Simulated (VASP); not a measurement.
# A VASP study of CaO (Lime) (PBE + D3(BJ)): structure first, properties next, part 2 of 4

Aim: relax CaO (Lime), then compute properties on the relaxed cell. The start is a cell from a database of measured crystal structures.

VASP 6.6.1; PBE with D3(BJ); plane waves and PAW (Ca_sv, O).

So far, gap on the k-mesh (eV): step 2 (full relaxation (PBE + D3(BJ))) 3.63.

## Step 5: Band structure (PBE + D3(BJ))

Levels along the symmetry lines show where the bands peak and cross; KPOINTS_OPT computes them in the converged potential.

INCAR reads:

```
SYSTEM = CaO
PREC = Accurate
ENCUT = 520
EDIFF = 1E-06
NELM = 100
ISMEAR = 0
SIGMA = 0.05
LREAL = .FALSE.
ALGO = Normal
GGA = PE
IVDW = 12
NBANDS = 20
LORBIT = 11
LWAVE = .FALSE.
LCHARG = .FALSE.
KPAR = 2
```

POSCAR reads:

```
CaO
1.0
    0.0000000000      2.3961214898      2.3961214898
    2.3961214898      0.0000000000      2.3961214898
    2.3961214898      2.3961214898      0.0000000000
Ca O
1 1
Direct
    0.0000000000      0.0000000000      0.0000000000
    0.5000000000      0.5000000000      0.5000000000
```

KPOINTS reads:

```
Automatic mesh
0
Gamma
8 8 8
0 0 0
```

KPOINTS_OPT reads:

```
Line mode
16
Line-mode
Reciprocal
  0.00000000   0.00000000   0.00000000 GAMMA
  0.50000000   0.00000000   0.50000000 X

  0.50000000   0.00000000   0.50000000 X
  0.50000000   0.25000000   0.75000000 W

  0.50000000   0.25000000   0.75000000 W
  0.37500000   0.37500000   0.75000000 K

  0.37500000   0.37500000   0.75000000 K
  0.00000000   0.00000000   0.00000000 GAMMA

  0.00000000   0.00000000   0.00000000 GAMMA
  0.50000000   0.50000000   0.50000000 L

  0.50000000   0.50000000   0.50000000 L
  0.62500000   0.25000000   0.62500000 U

  0.62500000   0.25000000   0.62500000 U
  0.50000000   0.25000000   0.75000000 W

  0.50000000   0.25000000   0.75000000 W
  0.50000000   0.50000000   0.50000000 L

  0.50000000   0.50000000   0.50000000 L
  0.37500000   0.37500000   0.75000000 K

  0.62500000   0.25000000   0.62500000 U
  0.50000000   0.00000000   0.50000000 X
```

The projector-augmented-wave data sets are Ca_sv and O (PBE family, release 64).

The run is started by

```
$ mpirun -np 2 vasp_std
```

What it wrote:

```text
[... set-up lines as in an earlier step ...]
 entering main loop
       N       E                     dE             d eps       ncg     rms          rms(c)
DAV:   1     0.131082395624E+03    0.13108E+03   -0.78774E+03  1160   0.822E+02
DAV:   2    -0.920513199443E+01   -0.14029E+03   -0.12929E+03  1268   0.248E+02
DAV:   3    -0.143951710240E+02   -0.51900E+01   -0.51349E+01  1500   0.474E+01
DAV:   4    -0.145069505986E+02   -0.11178E+00   -0.11174E+00  1412   0.642E+00
DAV:   5    -0.145095565053E+02   -0.26059E-02   -0.26058E-02  1436   0.897E-01    0.857E+00
DAV:   6    -0.128772336721E+02    0.16323E+01   -0.29575E+00  1316   0.165E+01    0.358E+00
DAV:   7    -0.127997814234E+02    0.77452E-01   -0.29221E-01  1312   0.467E+00    0.182E+00
DAV:   8    -0.127983474971E+02    0.14339E-02   -0.89612E-02  1516   0.244E+00    0.532E-01
DAV:   9    -0.127959567565E+02    0.23907E-02   -0.44792E-03  1348   0.480E-01    0.119E-01
DAV:  10    -0.127966046861E+02   -0.64793E-03   -0.62949E-04  1308   0.187E-01    0.561E-02
DAV:  11    -0.127965773665E+02    0.27320E-04   -0.33240E-05  1564   0.654E-02    0.673E-03
DAV:  12    -0.127965776462E+02   -0.27976E-06   -0.74644E-06  1316   0.192E-02
   1 F= -.13345928E+02 E0= -.13345928E+02  d E =-.135390E-28
 Start KPOINTS_OPT (optional k-point list driver)
k-point batch [1-29\160]
       N       E                     dE             ncg
DAV:   1    -0.129774696596E+04   -0.16382E+05     1160
DAV:   2    -0.516970764541E+04   -0.38720E+04     1256
DAV:   3    -0.530569886589E+04   -0.13599E+03     1512
DAV:   4    -0.530837158225E+04   -0.26727E+01     1424
DAV:   5    -0.530841500499E+04   -0.43423E-01     1472
DAV:   6    -0.530841608074E+04   -0.10757E-02     1420
DAV:   7    -0.530841610796E+04   -0.27223E-04     1412
DAV:   8    -0.530841610854E+04   -0.58038E-06      912
[...]
k-point batch [146-160\160]
       N       E                     dE             ncg
DAV:   1     0.816128797536E+04   -0.11372E+05      600
DAV:   2     0.624217797340E+04   -0.19191E+04      660
DAV:   3     0.617496268951E+04   -0.67215E+02      828
DAV:   4     0.617378250602E+04   -0.11802E+01      672
DAV:   5     0.617376160664E+04   -0.20899E-01      816
DAV:   6     0.617376112198E+04   -0.48466E-03      652
DAV:   7     0.617376111005E+04   -0.11935E-04      812
DAV:   8     0.617376110980E+04   -0.25111E-06      452
```

The job ended after 22 s (2 MPI ranks of Intel Xeon Platinum 8488C (Sapphire Rapids), shared host; peak memory 0.34 GiB).

OUTCAR, selected parts (step 5):

```text
   k-points           NKPTS =     29   k-points in BZ     NKDIM =     29   number of bands    NBANDS=     20

   NELECT =      16.0000    total number of electrons

 E-fermi :   2.7807

 k-point     1 :       0.0000    0.0000    0.0000
  band No.  band energies     occupation
    ...
      4     -15.9581      2.00000
      5     -13.1488      2.00000
      6       2.4007      2.00000
      7       2.4007      2.00000
      8       2.4007      2.00000
      9       7.1856      0.00000
     10       8.6468      0.00000
     11       8.6468      0.00000
     12       8.6468      0.00000
     13      10.1677      0.00000
    ...

 Edisp (eV)   -0.54935

  Total      -0.00332    -0.00332    -0.00332     0.00000    -0.00000     0.00000
  in kB      -0.19359    -0.19359    -0.19359     0.00000    -0.00000     0.00000
  external pressure =       -0.19 kB  Pullay stress =        0.00 kB

  FREE ENERGIE OF THE ION-ELECTRON SYSTEM (eV)
  ---------------------------------------------------
  free  energy   TOTEN  =       -13.3459280964 eV

  energy  without entropy=      -13.3459280964  energy(sigma->0) =      -13.34592810

[... 9 parts as in an earlier step ...]

[... 8 further parts left out ...]
```

This step gave:

| Quantity | Value |
| --- | --- |
| SCF cycles | 12 |
| bands | 20 |
| Fermi energy | 2.781 eV |
| pressure | -0.01936 GPa |
| least gap on mesh and path | 3.632 eV |
| least direct gap on mesh and path | 4.004 eV |
| conduction bottom at k | 0.5, 0, 0.5 |

The electronic bands at the labelled points (eV, zero at the valence-band top; v1 is the highest filled band, c1 the lowest empty one):

```
    point     v3     v2     v1    c1    c2    c3    c4
        Γ   0.00   0.00   0.00  4.78  6.25  6.25  6.25
        X  -1.30  -0.37  -0.37  3.63  8.11  8.94  9.59
        W  -1.30  -1.06  -1.06  6.34  6.34  8.45  9.60
        K  -1.35  -1.21  -0.79  5.15  8.04  8.63  9.10
        Γ   0.00   0.00   0.00  4.78  6.25  6.25  6.25
        L  -2.66  -1.22  -1.22  7.09  8.40  8.40  8.57
        U  -1.35  -1.21  -0.79  5.15  8.04  8.63  9.10
        W  -1.30  -1.06  -1.06  6.34  6.34  8.45  9.60
        L  -2.66  -1.22  -1.22  7.09  8.40  8.40  8.57
        K  -1.35  -1.21  -0.79  5.15  8.04  8.63  9.10
jump to U  -1.35  -1.21  -0.79  5.15  8.04  8.63  9.10
        X  -1.30  -0.37  -0.37  3.63  8.11  8.94  9.59
```

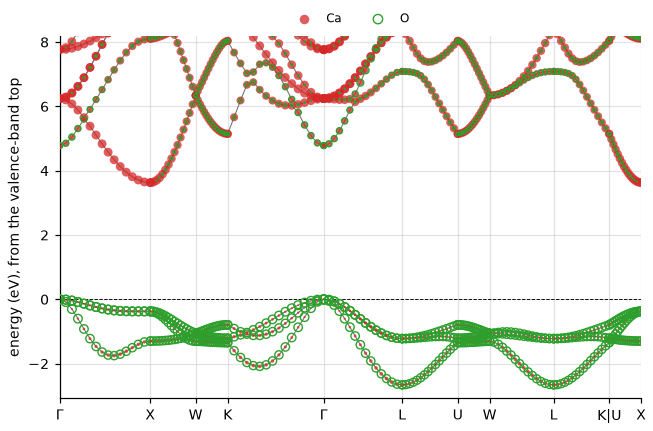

Electronic bands along the path; dots are coloured as in the legend, and their area grows with the weight.

The path finds the gap of the mesh within 0.02 eV, so the mesh comes close to both band edges.

## Step 6: Density of states (PBE + D3(BJ))

Here the states are counted by energy and projected on the atoms. The mesh is finer than in the run before.

INCAR: that of step 5 with these lines changed.

```diff
@@ -5,3 +5,3 @@
 NELM = 100
-ISMEAR = 0
+ISMEAR = -5
 SIGMA = 0.05
@@ -16 +16,2 @@
 KPAR = 2
+NEDOS = 2001
```

POSCAR is that of step 5.

KPOINTS reads:

```
Automatic mesh
0
Gamma
12 12 12
0 0 0
```

The run is started by

```
$ mpirun -np 2 vasp_std
```

What it wrote:

```text
[... set-up lines as in an earlier step ...]
 entering main loop
       N       E                     dE             d eps       ncg     rms          rms(c)
DAV:   1     0.125254061062E+03    0.12525E+03   -0.78098E+03  2880   0.820E+02
DAV:   2    -0.966208924563E+01   -0.13492E+03   -0.12475E+03  3168   0.244E+02
DAV:   3    -0.144118588534E+02   -0.47498E+01   -0.47039E+01  3752   0.459E+01
DAV:   4    -0.145076967980E+02   -0.95838E-01   -0.95795E-01  3464   0.596E+00
DAV:   5    -0.145095456618E+02   -0.18489E-02   -0.18487E-02  3616   0.749E-01    0.857E+00
DAV:   6    -0.128770023887E+02    0.16325E+01   -0.29519E+00  3172   0.166E+01    0.358E+00
DAV:   7    -0.127997328653E+02    0.77270E-01   -0.29500E-01  3324   0.473E+00    0.182E+00
DAV:   8    -0.127982670733E+02    0.14658E-02   -0.89623E-02  3696   0.244E+00    0.528E-01
DAV:   9    -0.127959134838E+02    0.23536E-02   -0.44899E-03  3324   0.479E-01    0.119E-01
DAV:  10    -0.127965701612E+02   -0.65668E-03   -0.63159E-04  3240   0.188E-01    0.573E-02
DAV:  11    -0.127965414428E+02    0.28718E-04   -0.33346E-05  3916   0.662E-02    0.671E-03
DAV:  12    -0.127965417484E+02   -0.30563E-06   -0.77383E-06  3288   0.195E-02
   1 F= -.13345892E+02 E0= -.13345892E+02  d E =0.000000E+00
```

Wall time 12 s (2 MPI ranks); peak memory 0.36 GiB; 24 s of CPU time.

Parts of OUTCAR (step 6):

```text
   k-points           NKPTS =     72   k-points in BZ     NKDIM =     72   number of bands    NBANDS=     20

   NELECT =      16.0000    total number of electrons

 E-fermi :   2.4296

 k-point     2 :       0.0833    0.0000    0.0000
  band No.  band energies     occupation
    ...
      4     -15.9618      2.00000
      5     -13.0391      2.00000
      6       2.1411      2.00000
      7       2.3007      2.00000
      8       2.3007      2.00000
      9       7.5125      0.00000
     10       8.6209      0.00000
     11       8.7676      0.00000
     12       8.7676      0.00000
     13      10.3390      0.00000
    ...

 Edisp (eV)   -0.54935

  Total      -0.00328    -0.00328    -0.00328    -0.00000    -0.00000     0.00000
  in kB      -0.19123    -0.19123    -0.19123    -0.00000    -0.00000     0.00000
  external pressure =       -0.19 kB  Pullay stress =        0.00 kB

 POSITION                                       TOTAL-FORCE (eV/Angst)
 -----------------------------------------------------------------------------------
      0.00000      0.00000      0.00000         0.000000     -0.000000      0.000000
      2.39612      2.39612      2.39612        -0.000000      0.000000     -0.000000
 -----------------------------------------------------------------------------------
    total drift:                                0.000000      0.000000      0.000000

  FREE ENERGIE OF THE ION-ELECTRON SYSTEM (eV)
  ---------------------------------------------------
  free  energy   TOTEN  =       -13.3458921985 eV

  energy  without entropy=      -13.3458921985  energy(sigma->0) =      -13.34589220

[... 9 parts as in an earlier step ...]

[... 7 further parts left out ...]
```

Numbers from this step:

* irreducible k-points: 72
* Fermi energy: 2.430 eV
* pressure: -0.01912 GPa
* conduction bottom at k: 0.5, 0.5, 0
* gap on the k-mesh: 3.632 eV
* least direct gap on the k-mesh: 4.004 eV

The density of states has structure finer than the step of the table below, so its rows give means over 2 eV, whole bins alone (the curve runs from -12.0 to 11.5 eV). Peaks (eV: height): total -1.8: 2.49, -1.1: 7.91, 8.7: 5.14, 10.2: 2.23; O p -1.8: 1.28, -1.1: 4.57; Ca d -1.1: 0.540, 8.7: 3.77, 10.2: 1.70; Ca p -1.4: 0.0837, -1.1: 0.198, 7.6: 0.0571, 9.0: 0.0561; Ca s -2.0: 0.0817, 7.4: 0.064, 8.6: 0.0241.

States under -12.0 eV and over 11.5 eV are left out. Table of density of states by energy, zero at the valence-band top; means over each step; values in states/eV/cell:

```
energy (eV)  total      O p    Ca d     Ca p     Ca s      O s
         -4      0        0       0        0        0        0
         -2   1.70    0.921  0.0878   0.0397   0.0302  0.00223
          0   1.31    0.811  0.0561   0.0302  0.00172   5.0e-4
          2      0        0       0        0        0        0
          4  0.185  0.00777  0.0908   2.6e-4   1.8e-4   1.7e-4
          6   1.08   0.0962   0.507  0.00957   0.0189   0.0154
          8   2.60    0.154    1.66   0.0350   0.0305   0.0570
         10   1.59    0.141    1.20   0.0183  0.00698  0.00544
```

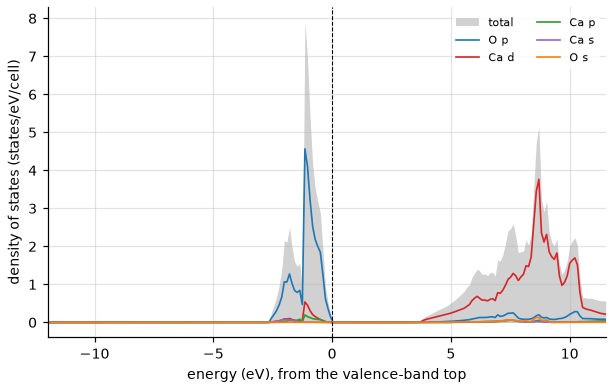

Density of states against energy.

The gap on this mesh is 3.63 eV. In the top eV of the valence band the largest shares in the PAW spheres are O p 62 %; in the lowest eV of the conduction band, Ca d 49 %. The rest lies in smaller channels or between the spheres.

## Step 7: Volume scan with PBE + D3(BJ)

An equation of state needs energies on both sides of the minimum, all on one mesh and cutoff.

INCAR reads:

```
SYSTEM = CaO
PREC = Accurate
ENCUT = 520
EDIFF = 1E-06
NELM = 100
ISMEAR = 0
SIGMA = 0.05
LREAL = .FALSE.
ALGO = Normal
GGA = PE
IVDW = 12
NBANDS = 14
LORBIT = 11
LWAVE = .FALSE.
LCHARG = .FALSE.
KPAR = 2
ISIF = 2
```

POSCAR reads:

```
CaO
1.0
    0.0000000000      2.3472073262      2.3472073262
    2.3472073262      0.0000000000      2.3472073262
    2.3472073262      2.3472073262      0.0000000000
Ca O
1 1
Direct
    0.0000000000      0.0000000000      0.0000000000
    0.5000000000      0.5000000000      0.5000000000
```

KPOINTS reads:

```
Automatic mesh
0
Gamma
8 8 8
0 0 0
```

The run is started by

```
$ mpirun -np 2 vasp_std
```

What it wrote:

```text
[... set-up lines as in an earlier step ...]
 entering main loop
       N       E                     dE             d eps       ncg     rms          rms(c)
DAV:   1     0.127879629368E+03    0.12788E+03   -0.85543E+03   812   0.119E+03
DAV:   2    -0.897894194913E+01   -0.13686E+03   -0.12821E+03   998   0.313E+02
DAV:   3    -0.142768142034E+02   -0.52979E+01   -0.52640E+01   896   0.643E+01
DAV:   4    -0.144472856196E+02   -0.17047E+00   -0.17032E+00  1220   0.999E+00
DAV:   5    -0.144489361856E+02   -0.16506E-02   -0.16505E-02   906   0.106E+00    0.860E+00
DAV:   6    -0.127692728370E+02    0.16797E+01   -0.55410E+00   870   0.238E+01    0.343E+00
DAV:   7    -0.127223079273E+02    0.46965E-01   -0.50192E-01   984   0.732E+00    0.175E+00
DAV:   8    -0.127198913494E+02    0.24166E-02   -0.70125E-02   982   0.288E+00    0.345E-01
DAV:   9    -0.127189275912E+02    0.96376E-03   -0.80282E-03   976   0.727E-01    0.119E-01
DAV:  10    -0.127195756834E+02   -0.64809E-03   -0.94886E-04   844   0.342E-01    0.545E-02
DAV:  11    -0.127195364272E+02    0.39256E-04   -0.11850E-04  1046   0.126E-01    0.617E-03
DAV:  12    -0.127195368752E+02   -0.44796E-06   -0.12523E-05   858   0.334E-02    0.368E-03
DAV:  13    -0.127195366268E+02    0.24836E-06   -0.89327E-07   612   0.927E-03
   1 F= -.13305160E+02 E0= -.13305160E+02  d E =-.486758E-14
```

Wall time 5 s (2 MPI ranks); peak memory 0.31 GiB.

OUTCAR, selected parts (step 7):

```text
   ENCUT  =  520.0 eV  38.22 Ry    6.18 a.u.   6.17  6.17  6.17*2*pi/ulx,y,z

   NELECT =      16.0000    total number of electrons

 E-fermi :   3.0143

 k-point     1 :       0.0000    0.0000    0.0000
  band No.  band energies     occupation
    ...
      4     -15.2946      2.00000
      5     -12.9039      2.00000
      6       2.7681      2.00000
      7       2.7681      2.00000
      8       2.7681      2.00000
      9       8.0800      0.00000
     10       9.1592      0.00000
     11       9.1592      0.00000
     12       9.1592      0.00000
     13      10.7923      0.00000
    ...

 Edisp (eV)   -0.58562

  Total       1.28887     1.28887     1.28887    -0.00000     0.00000     0.00000
  in kB      79.84243    79.84243    79.84243    -0.00000     0.00000     0.00000
  external pressure =       79.84 kB  Pullay stress =        0.00 kB

 POSITION                                       TOTAL-FORCE (eV/Angst)
 -----------------------------------------------------------------------------------
      0.00000      0.00000      0.00000         0.000000      0.000000      0.000000
      2.34721      2.34721      2.34721        -0.000000     -0.000000     -0.000000
 -----------------------------------------------------------------------------------
    total drift:                                0.000000      0.000000      0.000000

  FREE ENERGIE OF THE ION-ELECTRON SYSTEM (eV)
  ---------------------------------------------------
  free  energy   TOTEN  =       -13.3051597352 eV

  energy  without entropy=      -13.3051597352  energy(sigma->0) =      -13.30515974

[... 4 parts as in an earlier step ...]

[... 12 further parts left out ...]
```

The scan keeps the cell's shape and the fractional positions fixed.

This step gave:

```yaml
scf_cycles: 13
bands: 14
irreducible_k_points: 29
free_energy_toten: -13.31 eV
fermi_energy: 3.014 eV
pressure: 7.984 GPa
gap_on_the_k_mesh: 3.601 eV
least_direct_gap_on_the_k_mesh: 3.956 eV
```

The pressure here is 7.98 GPa.

## Step 8: Volume scan with PBE + D3(BJ) (run 2)

INCAR is that of step 7.

POSCAR reads:

```
CaO
1.0
    0.0000000000      2.3637374999      2.3637374999
    2.3637374999      0.0000000000      2.3637374999
    2.3637374999      2.3637374999      0.0000000000
Ca O
1 1
Direct
    0.0000000000      0.0000000000      0.0000000000
    0.5000000000      0.5000000000      0.5000000000
```

KPOINTS is that of step 7.

The run is started by

```
$ mpirun -np 2 vasp_std
```

What it wrote:

```text
[... set-up lines as in an earlier step ...]
 entering main loop
       N       E                     dE             d eps       ncg     rms          rms(c)
DAV:   1     0.130530385689E+03    0.13053E+03   -0.86395E+03   812   0.119E+03
DAV:   2    -0.844406762512E+01   -0.13897E+03   -0.12939E+03   996   0.310E+02
DAV:   3    -0.142956751405E+02   -0.58516E+01   -0.58062E+01   910   0.660E+01
DAV:   4    -0.144753578409E+02   -0.17968E+00   -0.17931E+00  1202   0.100E+01
DAV:   5    -0.144771560218E+02   -0.17982E-02   -0.17981E-02   946   0.102E+00    0.858E+00
DAV:   6    -0.128076534626E+02    0.16695E+01   -0.56188E+00   876   0.237E+01    0.348E+00
DAV:   7    -0.127576118594E+02    0.50042E-01   -0.51093E-01   972   0.732E+00    0.176E+00
DAV:   8    -0.127553199580E+02    0.22919E-02   -0.71276E-02   976   0.290E+00    0.346E-01
DAV:   9    -0.127543971190E+02    0.92284E-03   -0.80096E-03   962   0.706E-01    0.119E-01
DAV:  10    -0.127550763891E+02   -0.67927E-03   -0.99067E-04   862   0.348E-01    0.574E-02
DAV:  11    -0.127550307209E+02    0.45668E-04   -0.12099E-04  1052   0.128E-01    0.628E-03
DAV:  12    -0.127550312365E+02   -0.51554E-06   -0.13053E-05   846   0.333E-02    0.417E-03
DAV:  13    -0.127550309368E+02    0.29971E-06   -0.10113E-06   636   0.980E-03
   1 F= -.13328026E+02 E0= -.13328026E+02  d E =-.198293E-10
```

Run time: 5 s. Hardware: 2 MPI ranks; peak memory 0.32 GiB; 8.8 s of CPU time.

From OUTCAR (step 8):

```text
   ENCUT  =  520.0 eV  38.22 Ry    6.18 a.u.   6.22  6.22  6.22*2*pi/ulx,y,z

   NELECT =      16.0000    total number of electrons

 E-fermi :   2.8394

 k-point     1 :       0.0000    0.0000    0.0000
  band No.  band energies     occupation
    ...
      4     -15.5227      2.00000
      5     -12.9903      2.00000
      6       2.6398      2.00000
      7       2.6398      2.00000
      8       2.6398      2.00000
      9       7.7683      0.00000
     10       8.9833      0.00000
     11       8.9833      0.00000
     12       8.9833      0.00000
     13      10.5775      0.00000
    ...

 Edisp (eV)   -0.57300

  Total       0.82940     0.82940     0.82940    -0.00000     0.00000     0.00000
  in kB      50.30888    50.30888    50.30888    -0.00000     0.00000     0.00000
  external pressure =       50.31 kB  Pullay stress =        0.00 kB

 POSITION                                       TOTAL-FORCE (eV/Angst)
 -----------------------------------------------------------------------------------
      0.00000      0.00000      0.00000        -0.000000     -0.000000      0.000000
      2.36374      2.36374      2.36374         0.000000      0.000000     -0.000000
 -----------------------------------------------------------------------------------
    total drift:                                0.000000      0.000000      0.000000

  FREE ENERGIE OF THE ION-ELECTRON SYSTEM (eV)
  ---------------------------------------------------
  free  energy   TOTEN  =       -13.3280263009 eV

  energy  without entropy=      -13.3280263008  energy(sigma->0) =      -13.32802630

[... 4 parts as in an earlier step ...]

[... 12 further parts left out ...]
```

Numbers from this step:

```
free energy (TOTEN)            : -13.33 eV
Fermi energy                   : 2.839 eV
pressure                       : 5.031 GPa
gap on the k-mesh              : 3.614 eV
least direct gap on the k-mesh : 3.976 eV
```

The pressure falls from 7.98 to 5.03 GPa.

The run ends at a pressure of 5.03 GPa.

(Part 2 of 4 ends here.)

[Lines on the potential files, build, host, timing and source positions are cut from VASP's logs without a mark.]

[Logs are printed without paths, hosts, clocks, repeated set-up lines and the standing remarks that a program may print on its own settings, such as how far it seeks lower states.]

[Hosts, paths, dates, database ids (printed as entryN), source tags and the programs' standing remarks are cut or masked in the printed files.]

[A measured line is paired with the nearest computed mode of its activity, which favours agreement.]
